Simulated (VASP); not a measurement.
```cif
data_structure
_symmetry_space_group_name_H-M 'P 1'
_symmetry_Int_Tables_number 1
_cell_length_a 2.9218
_cell_length_b 2.9218
_cell_length_c 5.9165
_cell_angle_alpha 90.000
_cell_angle_beta 90.000
_cell_angle_gamma 120.000
_cell_volume 43.74
loop_
_atom_site_label
_atom_site_type_symbol
_atom_site_fract_x
_atom_site_fract_y
_atom_site_fract_z
_atom_site_occupancy
Ta1 Ta 0.00000 0.00000 0.50000 1
Ta2 Ta 0.00000 0.00000 0.00000 1
N1 N 0.33333 0.66667 0.25000 1
N2 N 0.66667 0.33333 0.75000 1
```

Space group P6₃/mmc; a structure from a database of computed crystals, not necessarily the ambient phase; computed pressure about −10 GPa in this cell.

Computed with VASP 6.6.1, Kohn-Sham DFT of a periodic cell, PBEsol, VASP PAW PBE potentials, recommended.

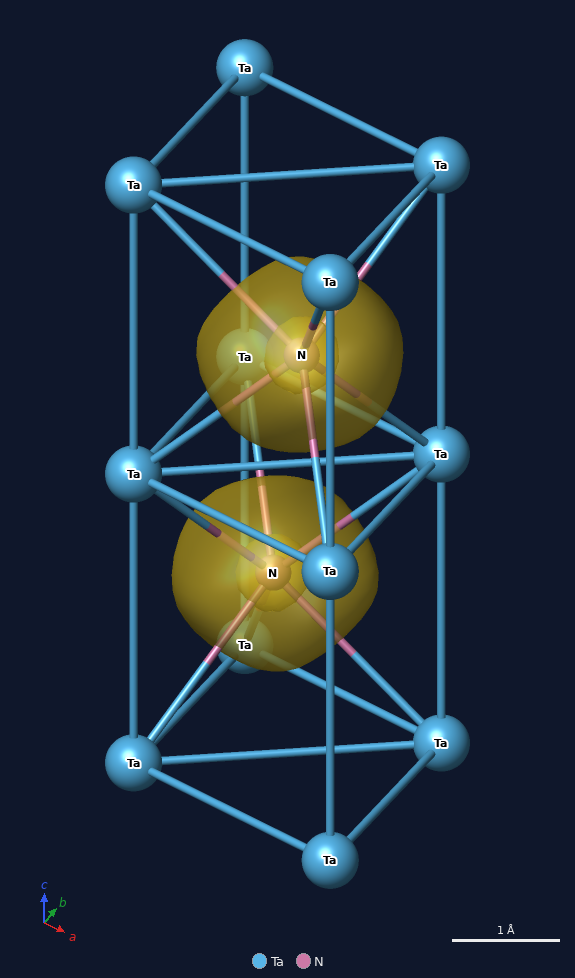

TaN. Isosurface of the ELF at 0.6 (yellow), seen at an oblique angle. Only the valence region is drawn (cores and ρ < 0.01 e/Å³ removed). Sticks mark near contacts.

Q: What do the ELF domains correspond to?

A: The ELF exceeds this value in two regions wrapped around N (the valence shell of each), counted in one cell of 4 atoms. Regions shared between cells count once.

Values along the shortest contacts:
Ta–N (2.24 Å): the ELF peaks at about 0.80 in the valence shell of N, 0.6 Å from its nucleus, and is about 0.20 at the midpoint: no localised pair shows between them. Ta–Ta (2.92 Å): the ELF is about 0.30 at the midpoint: no localised pair shows between them.
